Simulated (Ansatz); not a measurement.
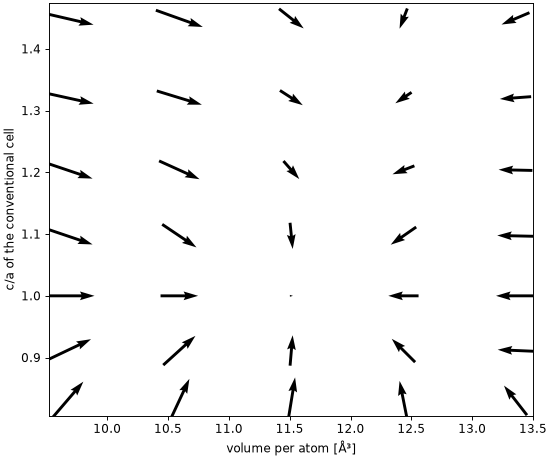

AlFe (Pm-3m, No. 221; 2 atoms in the cell). The energy is mapped over volume and the cell's shape. The first coordinate is: volume per atom; the second: c/a of the conventional cell. Nothing is relaxed (symmetry fixes all fractional coordinates). Grid: 5 × 7 points. Points are written as (first, second). The magnetic moment jumps between some neighbouring points. Method: Ansatz, DFT PBEsol, scalar-relativistic, plane waves, PAW. Settings: cutoff 520 eV, k-mesh 18×18×18, gaussian smearing 0.15 eV, spin-polarised.

In the figure: arrows along the force (downhill), their lengths compressed.

Question: The arrows alone are given. Where is the energy lowest?

Answer: The arrows converge at (11.51 Å³, 1.000) (read from the interpolated surface).

The energy map of the same scan:

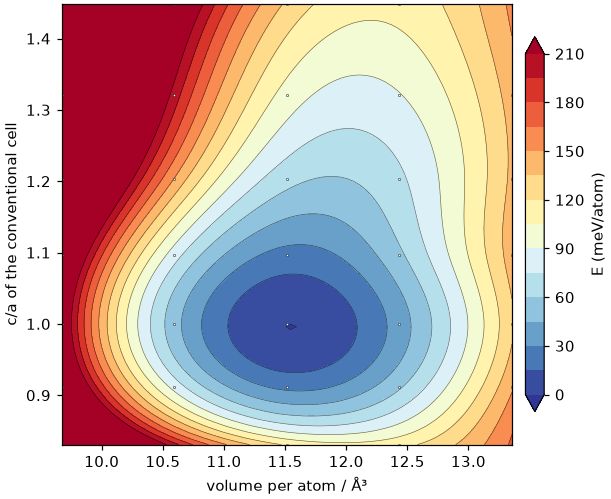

Energies are in meV/atom, from the lowest grid point; between grid points the surface is interpolated.
